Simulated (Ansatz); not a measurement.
# WSi2 (Si2W-type): an atom of Si hops into a vacancy, part 2 of 3

One Si atom is taken out of a 2×1×2 supercell of WSi2 (Si2W-type). How high is the barrier for its neighbour Si4, 2.58 Å away, to move into the hole?

Ansatz 0.2.0; DFT PBEsol, scalar-relativistic, plane waves, PAW.

## Step 6: More of the same log: one Si removed and a neighbour moved into its place, atoms relaxed

Output, continued:

```text
SCF iter   5: F=-45378.846563 eV  HF=-45378.846563 eV  |F-HF|=2.20e-8  |Δ(HF+E_count)|=   1.81e-7  Δρ=4.43e-6  dr2=6.06e-8  ethr=1.33e-9  ⟨swp⟩=2.0  Hψ=2742  notcnv=0  defer=140
SCF iter   6: F=-45378.846563 eV  HF=-45378.846563 eV  |F-HF|=2.09e-9  |Δ(HF+E_count)|=   4.35e-9  Δρ=1.28e-6  dr2=6.35e-9  ethr=7.22e-11  ⟨swp⟩=10.6  Hψ=8917  notcnv=0
SCF 4 converged in 6 iterations: F = -45378.846563 eV  dr2 = 6.35e-9
relax step   4: F+E_penalty+E_count = -45378.84656311 eV  Δ(F+E_penalty+E_count) = -2.128e-3 eV  max|allowed force component| = 3.736e-2 eV/Å  Δτ_max = 0.0156 Å  (6 SCF iters, accepted)
SCF iter   1: F=—  HF=-45378.847139 eV  |F-HF|=—  |Δ(HF+E_count)|=         —  Δρ=3.87e-4  dr2=3.66e-4  ethr=8.76e-6  ⟨swp⟩=2.0  Hψ=3995  notcnv=0  defer=131
preconditioner: auto → Kerker (q_TF=auto, 2.450 Å⁻¹)  [metal: Δε(μ)=0.027 eV  Ē_g=6.957 eV  σ=0.050 eV  W_gap=0.30  n_scr=40 (ndim 8)  ℏωp=21.1 eV  f_vac=0.000  D(μ)=4.14/eV (n_scr^D=28)]
SCF iter   2: F=—  HF=-45378.847087 eV  |F-HF|=—  |Δ(HF+E_count)|=   5.16e-5  Δρ=2.31e-4  dr2=1.30e-4  ethr=4.36e-7  ⟨swp⟩=1.2  Hψ=2386  notcnv=0  defer=130
SCF iter   3: F=—  HF=-45378.847062 eV  |F-HF|=—  |Δ(HF+E_count)|=   2.54e-5  Δρ=1.99e-5  dr2=6.21e-7  ethr=1.55e-7  ⟨swp⟩=2.0  Hψ=2580  notcnv=0  defer=130
SCF iter   4: F=—  HF=-45378.846944 eV  |F-HF|=—  |Δ(HF+E_count)|=   1.17e-4  Δρ=4.57e-6  dr2=6.48e-8  ethr=1.19e-10  ⟨swp⟩=10.1  Hψ=10938  notcnv=0
iter 5 did not close the SCF: its close was put off for the readings that it lacked (scf_convergence_deferred on its scf_iter line)
SCF iter   5: F=-45378.846944 eV  HF=-45378.846944 eV  |F-HF|=1.72e-9  |Δ(HF+E_count)|=   1.08e-8  Δρ=1.23e-6  dr2=4.19e-9  ethr=7.72e-11  ⟨swp⟩=2.0  Hψ=2548  notcnv=0
SCF iter   6: F=-45378.846944 eV  HF=-45378.846944 eV  |F-HF|=1.75e-10  |Δ(HF+E_count)|=  5.82e-10  Δρ=3.33e-7  dr2=4.41e-10  ethr=4.99e-12  ⟨swp⟩=1.9  Hψ=5244  notcnv=0
SCF 5 converged in 6 iterations: F = -45378.846944 eV  dr2 = 4.41e-10
relax step   5: F+E_penalty+E_count = -45378.84694420 eV  Δ(F+E_penalty+E_count) = -3.811e-4 eV  max|allowed force component| = 1.111e-2 eV/Å  Δτ_max = 0.0068 Å  (6 SCF iters, accepted)
SCF converged after 6 iterations
Free energy (F): -45378.846944 eV
Harris-Foulkes:  -45378.846944 eV  (|F-HF|=1.75e-10)
Internal energy: -45378.841767 eV  (E = F + TS)
E sigma→0 (E₀):  -45378.844356 eV
Entropy (-TS):   -0.005177 eV (-0.471 meV/atom)
Fermi energy:    14.874257 eV
--- Per-component energies (eV) ---
  E_band       = -463.464688
  E_kinetic    = 2109.822390
  E_local      = -4050.170579  (includes V_loc(G=0)·N_el)
  E_nonlocal   = 190.220822
  E_hartree    = 1556.318942
  E_xc         = -1455.902628
  E_vxc        = -1298.543315  (∫ρ·V_xc dr)
  E_paw        = -37237.353444  (= ΣΔE_a)
  E_vpaw       = -527.431320  (= ΣTr[D̂ρ^β])
  E_aug_tail   = -0.000257  (compensation charges beyond the density's cutoff)
  E_ewald      = -6492.885107
  E_core_change = 1.108093  (= ΣΔE_core)
  E_smearing   = -0.005177  (= −TS)
  E_closure    = 0.000000  (closes the sum)
  Σ components = -45378.846944   (vs F -45378.846944, Δ=0.00e0)
--- Forces (eV/Å), atoms counted from 1 ---
  atom   1  Si    -0.00584132     0.00043974     0.00566170
  atom   2  Si    -0.00274753    -0.00505669    -0.00445145
  atom   3  W     -0.00061893     0.00061893    -0.01110716
  atom   4  Si     0.00688884    -0.00688884    -0.00730847
  atom   5  W     -0.01017544     0.00103560     0.00671228
  atom   6  Si    -0.00043974     0.00584132     0.00566170
  atom   7  Si     0.00505669     0.00274753    -0.00445145
  atom   8  W      0.00328030    -0.00328030     0.00456772
  atom   9  Si     0.00857924    -0.00857924    -0.00709998
  atom  10  Si    -0.00294626     0.00294626     0.00510222
  atom  11  W     -0.00103560     0.01017544     0.00671228
  max |Σ_I F_I| component: 6.07e-7 eV/Å
--- Stress (GPa, compression-positive) ---
       -6.191622      -0.048358      -0.713081
       -0.048358      -6.191622       0.713081
       -0.713081       0.713081       2.235474
  P = ⅓ Tr σ = -3.3826 GPa (-33.826 kbar)
--- Band table (eV; the first three rows and the last of 39) ---
  k-point 0: bands = ["-58.4958", "-58.4836", "-58.4816", "-58.4166", "-22.9418", "-22.9198", "-22.8813", "-22.8742", "-22.7783", "-22.7726", "-22.7570", "-22.7162", "-22.6994", "-22.6895", "-22.6547", "-22.6537", "1.9503", "5.6745", "5.9242", "5.9958", "6.0378", "8.0153", "8.9569", "9.0779", "9.8655", "10.1715", "10.1729", "10.7641", "11.0629", "11.2750", "12.2540", "12.2542", "12.4122", "12.7014", "12.7974", "12.8290", "13.3013", "13.5219", "13.7629", "14.2875", "14.6670", "15.0974", "15.3104", "16.2919", "18.1940", "18.2283", "18.4065", "18.6794", "18.7652", "18.9263", "19.0642", "19.0883", "19.4247"]
  k-point 1: bands = ["-58.4950", "-58.4836", "-58.4822", "-58.4168", "-22.9209", "-22.8992", "-22.8645", "-22.8564", "-22.7756", "-22.7728", "-22.7634", "-22.7309", "-22.7188", "-22.6947", "-22.6746", "-22.6695", "2.2511", "4.8512", "5.0852", "6.2809", "7.1003", "8.2420", "9.0792", "9.1932", "9.6050", "9.8786", "10.1209", "10.7660", "11.4241", "11.6095", "12.2681", "12.3504", "12.4090", "12.6536", "12.9533", "13.1485", "13.2667", "13.4278", "13.6813", "14.3626", "14.5869", "14.7854", "15.0019", "15.5349", "17.7450", "17.8814", "17.9630", "18.3159", "18.4845", "18.7527", "18.8328", "19.3918", "19.4567"]
  k-point 2: bands = ["-58.4935", "-58.4836", "-58.4834", "-58.4170", "-22.8689", "-22.8516", "-22.8207", "-22.8150", "-22.7987", "-22.7756", "-22.7681", "-22.7620", "-22.7502", "-22.7287", "-22.7237", "-22.6827", "3.0767", "4.1518", "4.3067", "5.7067", "7.8842", "8.5373", "9.5490", "9.6979", "10.1946", "10.2166", "10.4403", "10.8134", "10.9744", "11.5256", "11.8060", "12.2945", "12.5762", "12.7322", "12.8774", "12.9920", "13.1081", "13.2709", "13.3557", "13.5730", "13.8439", "14.4001", "14.9288", "15.4736", "17.4296", "17.8423", "18.0149", "18.0361", "18.6379", "18.7106", "19.2417", "19.2818", "19.5995"]
  k-point 38: bands = ["-58.4953", "-58.4836", "-58.4818", "-58.4167", "-22.9348", "-22.9061", "-22.8793", "-22.8589", "-22.7832", "-22.7717", "-22.7600", "-22.7284", "-22.7049", "-22.6929", "-22.6711", "-22.6551", "2.7491", "4.4024", "5.7141", "6.5038", "6.9371", "7.3547", "7.9710", "8.9421", "9.4892", "9.7428", "10.5030", "11.3076", "11.6541", "11.8762", "12.1596", "12.7512", "12.9103", "12.9467", "13.0314", "13.1447", "13.3300", "13.6304", "13.8840", "14.0656", "14.5939", "14.7958", "15.0039", "15.9506", "16.7307", "17.3263", "17.8255", "17.9806", "18.1380", "18.2867", "18.5072", "18.7392", "18.9329"]
--- Relaxed structure (5 steps of the walk, 5 accepted, 0 SCFs on fresh bases) ---
  F+E_penalty+E_count = -45378.84694420 eV   max|allowed force component| = 1.111e-2 eV/Å
  atoms:
    - { symbol: Si, position: [0.16950272911250786, 0.3321923038267185, 0.004101562874281223] }
    - { symbol: Si, position: [0.33079921812481955, 0.6536861195892502, -0.006457986347850033] }
    - { symbol: W, position: [-0.006187945658424121, 0.00986960401972592, 0.5] }
    - { symbol: Si, position: [0.1712228527383053, 0.349547203433978, 0.5] }
    - { symbol: W, position: [-0.0025514988212818057, -0.010384603381011881, 0.9938675029451469] }
    - { symbol: Si, position: [0.6654011662382265, 0.32398917807815575, -0.004101562874281258] }
    - { symbol: Si, position: [0.8372572044726696, 0.66660209228495, 0.006457986347850003] }
    - { symbol: W, position: [0.5039034653929315, -0.0014462719946315003, 0.49999999999999983] }
    - { symbol: Si, position: [0.6595661061805479, 0.34007036506689814, 0.5000000000000001] }
    - { symbol: Si, position: [0.8348373558861267, 0.6686569220472729, 0.4999999999999999] }
    - { symbol: W, position: [0.503580998233571, 0.001880390728693948, 1.006132497054853] }
```

Run time: 49 s. Hardware: 8 threads of an x86-64 CPU, shared host; peak memory 0.92 GiB.

Relaxation path:

```csv
step,energy from step 1 (eV/cell),largest force component (eV/Å)
1,0.0000,0.6026
2,-0.0595,0.4203
3,-0.0886,0.0972
4,-0.0907,0.0374
5,-0.0911,0.0111
```

Step 1 is the start.

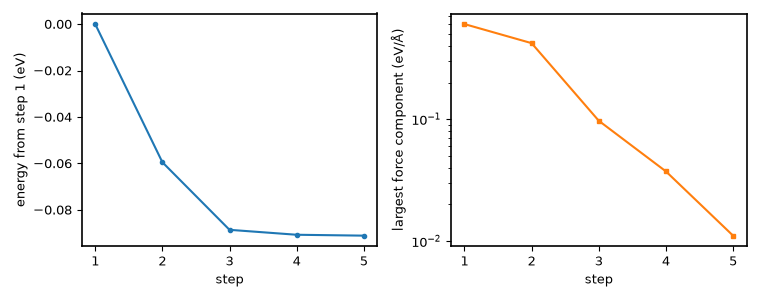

How energy and force went from step to step.

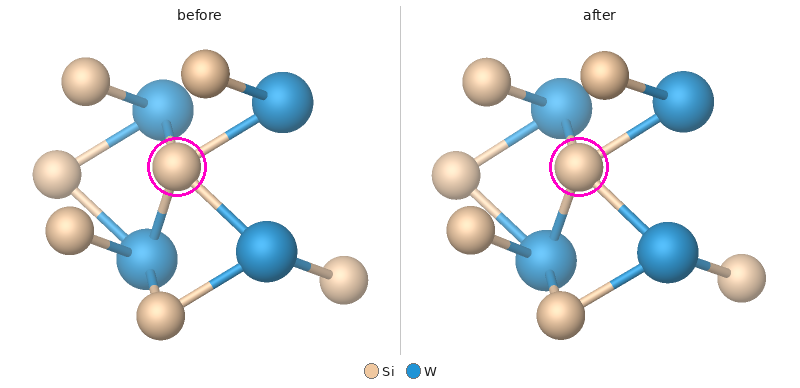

The structure before (left) and after (right), drawn at the same scale. Each atom of the cell is drawn once, at one copy chosen for all pictures, so bonds across the cell's faces may be missing.

The atom that moved most is Si4, by 0.09 Å.

## Step 7: Nudged elastic band

crystal.atoms is the relaxed first end and neb.final_atoms the relaxed second end.

input.yaml

```yaml
crystal:
  lattice:
    - [-3.2034200408, 3.2034200408, 7.8134584989]
    - [1.6017100204, -1.6017100204, 3.9067292494]
    - [3.2034200408, 3.2034200408, -7.8134584989]
  atoms:
    - { symbol: Si, position: [0.1692007816, 0.3463138659, 0.0064579752] }
    - { symbol: Si, position: [0.3304972796, 0.6678076957, -0.0041015579] }
    - { symbol: W, position: [-0.00390347, 0.0014462858, 0.5] }
    - { symbol: Si, position: [0.3287771446, 0.6504528085, 0.5] }
    - { symbol: W, position: [-0.0035809969, -0.0018804035, 0.9938674959] }
    - { symbol: Si, position: [0.6627428064, 0.3333979155, -0.0064579752] }
    - { symbol: Si, position: [0.8345988375, 0.6760108115, 0.0041015579] }
    - { symbol: W, position: [0.5061879383, -0.0098696086, 0.5] }
    - { symbol: Si, position: [0.6651626356, 0.331343077, 0.5] }
    - { symbol: Si, position: [0.8404338842, 0.6599296438, 0.5] }
    - { symbol: W, position: [0.5025515072, 0.0103846047, 1.0061325041] }
basis:
  ecutwfc: 420
  ecutrho_ratio: 4
kpoints:
  mp_grid: { grid: [5, 5, 5] }
hamiltonian:
  xc: pbesol
scf:
  occupations: { method: gaussian, width: 0.05 }
output:
  forces: true
  stress: false
  eigenvalues: true
neb:
  images: 5
  climbing: immediate
  f_tol: 0.08
  max_iterations: 30
  order_check: false
  final_atoms:
    - { symbol: Si, position: [0.17028097, 0.33516908, 0.00410156] }
    - { symbol: Si, position: [0.33157746, 0.6566629, -0.00645799] }
    - { symbol: W, position: [-0.00540971, 0.01284638, 0.5] }
    - { symbol: Si, position: [0.17200109, 0.35252398, 0.5] }
    - { symbol: W, position: [-0.00177326, -0.00740782, 0.9938675] }
    - { symbol: Si, position: [0.66617941, 0.32696596, -0.00410156] }
    - { symbol: Si, position: [0.83803544, 0.66957887, 0.00645799] }
    - { symbol: W, position: [0.50468171, 0.00153051, 0.5] }
    - { symbol: Si, position: [0.66034435, 0.34304714, 0.5] }
    - { symbol: Si, position: [0.8356156, 0.6716337, 0.5] }
    - { symbol: W, position: [0.50435924, 0.00485717, 1.0061325] }
```

Launch:

```
$ ansatz run input.yaml --threads 8 --pin off --max-ram 12288MiB --backend cpu --events-out ev --progress --plain --runs-dir out
```

What it wrote (excerpt; [...] marks lines left out):

```text
Warning: neb: disabling space-group detection — the band's intermediate images generally break the endpoint symmetry, so no spatial operation reduces the k-mesh or symmetrises the density, except that a semilocal band can use its path's symmetry ahead of convergence; time reversal is [...]
Warning: RAYON_NUM_THREADS=8 ignored (pool sized by the plan → 8); use --threads N
[...]
[... 3 set-up lines as earlier in the session ...]
[...]
Symmetry: 1 space group operations
k-points: 63 of 125 (time reversal used)
[...]
SCF iter   1: F=—  HF=-45378.881046 eV  |F-HF|=—  |Δ(HF+E_count)|=         —  Δρ=8.32e-3  dr2=1.67e-1  ethr=1.77e-3  ⟨swp⟩=7.3  Hψ=14669  notcnv=0  defer=52
[...]
NEB image 6
[...]
NEB end point (image 0): max|allowed force component| = 1.109e-2 eV/Å (the criterion of neb.relax_end_points is 1.600e-2)
NEB end point (image 6): max|allowed force component| = 1.109e-2 eV/Å (the criterion of neb.relax_end_points is 1.600e-2)
NEB image 1
[...]
NEB image 2
[...]
NEB image 3
[...]
NEB image 4
[...]
NEB image 5
[...]
SCF iter   4: F=—  HF=-45378.327244 eV  |F-HF|=—  |Δ(HF+E_count)|=   1.42e-4  Δρ=1.97e-4  dr2=1.90e-4  ethr=1.29e-6  ⟨swp⟩=2.0  Hψ=4662  notcnv=0  defer=154
```

## Step 8: More of the same log: hop of Si into the vacancy

Output, continued (excerpt; [...] marks lines left out):

```text
SCF iter   5: F=—  HF=-45378.327213 eV  |F-HF|=—  |Δ(HF+E_count)|=   3.12e-5  Δρ=5.91e-5  dr2=1.41e-5  ethr=2.27e-7  ⟨swp⟩=2.1  Hψ=4367  notcnv=0  defer=154
[...]
NEB iter   1: max|band force component| = 1.372e0 eV/Å  barrier→ = 1.5969 eV  barrier← = 1.5969 eV  CI = image 3  Δτ_max = 0.1093 Å  (49 SCF iters)
[...]
NEB iter   2: max|band force component| = 3.951e-1 eV/Å  barrier→ = 1.2607 eV  barrier← = 1.2607 eV  CI = image 3  Δτ_max = 0.0243 Å  (35 SCF iters)
NEB image 1
[...]
NEB image 2
[...]
NEB image 3
[...]
NEB image 4
[...]
NEB image 5
[...]
SCF iter   1: F=—  HF=-45378.448694 eV  |F-HF|=—  |Δ(HF+E_count)|=         —  Δρ=1.56e-3  dr2=1.29e-2  ethr=1.40e-5  ⟨swp⟩=2.6  Hψ=11558  notcnv=0
```

## Step 9: The log goes on: hop of Si into the vacancy

Output, continued (excerpt; [...] marks lines left out):

```text
SCF iter   2: F=—  HF=-45378.447123 eV  |F-HF|=—  |Δ(HF+E_count)|=   1.57e-3  Δρ=9.50e-4  dr2=5.23e-3  ethr=1.40e-5  ⟨swp⟩=1.0  Hψ=3339  notcnv=0
[...]
NEB iter   3: max|band force component| = 6.713e-2 eV/Å  barrier→ = 1.2368 eV  barrier← = 1.2368 eV  CI = image 3  Δτ_max = 0.0094 Å  (30 SCF iters)
[...]
    - { symbol: Si, position: [0.841810488922863, 0.6841428076862919, 0.014532972158778523] }
    - { symbol: W, position: [0.516144273395666, -0.019268615722606845, 0.4999999992870813] }
    - { symbol: Si, position: [0.6559209738196398, 0.33209705792551564, 0.49999999932172184] }
    - { symbol: Si, position: [0.8448572652536008, 0.6708797236217376, 0.4999999998769895] }
    - { symbol: W, position: [0.5128638155145999, 0.026437776998402884, 1.0249493884790932] }
```

Run time: 7.4 min. Hardware: 8 threads of an x86-64 CPU, shared host; peak memory 2.9 GiB.

[end of part 2 of 3]
